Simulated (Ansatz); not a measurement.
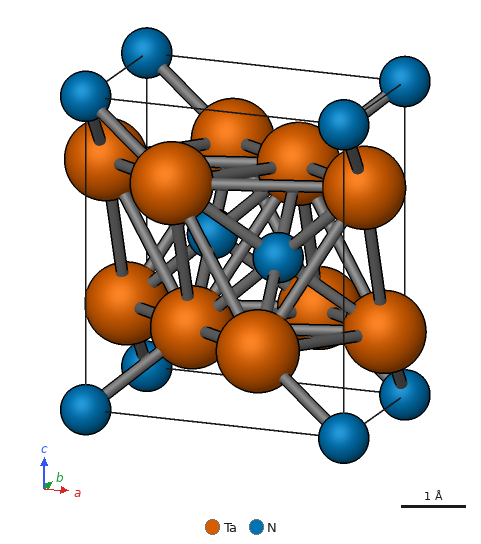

Ball-and-stick drawing of the structure, looking slightly off an axis. The lines enclose the simulation cell; boundary atoms appear with their images.

The input file of the run:
```yaml
crystal:
  lattice:
    - [5.3141154645, -2.9e-09, 0.0]
    - [-2.6570577298, 4.6021589924, 0.0]
    - [0.0, 0.0, 4.9555448437]
  atoms:
    - { symbol: Ta, position: [0.6668910026, 0.6668910026, 0.7530151086] }
    - { symbol: Ta, position: [0.0, 0.3331089974, 0.7530151086] }
    - { symbol: Ta, position: [0.3331089974, 0.0, 0.7530151086] }
    - { symbol: Ta, position: [0.3331089974, 0.3331089974, 0.2469848914] }
    - { symbol: Ta, position: [0.0, 0.6668910026, 0.2469848914] }
    - { symbol: Ta, position: [0.6668910026, 0.0, 0.2469848914] }
    - { symbol: "N", position: [0.6666666667, 0.3333333333, 0.5] }
    - { symbol: "N", position: [0.3333333333, 0.6666666667, 0.5] }
    - { symbol: "N", position: [0.0, 0.0, 0.0] }
basis:
  ecutwfc: 500
kpoints:
  mp_grid: { grid: [12, 12, 8] }
  band_path:
    path:
      - [[0.0, 0.0, 0.0], [0.5, 0.0, 0.0], [0.33333333, 0.33333333, 0.0], [0.0, 0.0, 0.0], [0.0, 0.0, 0.5], [0.5, 0.0, 0.5], [0.33333333, 0.33333333, 0.5], [0.0, 0.0, 0.5]]
      - [[0.5, 0.0, 0.5], [0.5, 0.0, 0.0]]
      - [[0.33333333, 0.33333333, 0.5], [0.33333333, 0.33333333, 0.0], [0.33333333, 0.33333333, -0.5]]
    npoints: 14
hamiltonian:
  xc: r2scan
scf:
  occupations: { method: gaussian, width: 0.1 }
  n_extra_bands: 22
output:
  forces: true
  stress: true
  eigenvalues: true
  populations: true
  dos: { projected: true, de: 0.02, nscf_kmesh: { grid: [15, 15, 10] } }
  bader: true
  write_density: true
  write_potential: true
  elf: true
  volumetric_format: npy
```
Run as:
```sh
ansatz run input.yaml --threads 1 --pin off --max-ram 2560MiB --backend cpu --events-out ev --progress --plain --runs-dir out
```

All computed values are from DFT r2SCAN, scalar-relativistic, plane waves, PAW in Ansatz 0.2.0. Settings: E_cut = 500 eV, a 12×12×8 mesh of k-points, Gaussian smearing of 0.1 eV, no spin polarisation.

Give the Bader charge of each element.

Ta +0.93 e; N -1.86 e.

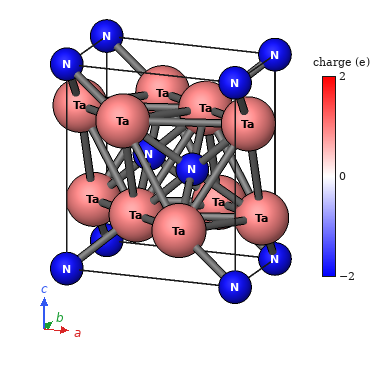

The atoms coloured by those charges.

The cell started as a structure listed in the Materials Project. Earlier steps of the study may have refined or changed the cell and positions. It was run through Ansatz as a DFT input.

At this level of theory the cell isn't at rest (stretched, at -4 GPa), so its distances can differ from those at equilibrium, the more so the softer the solid.
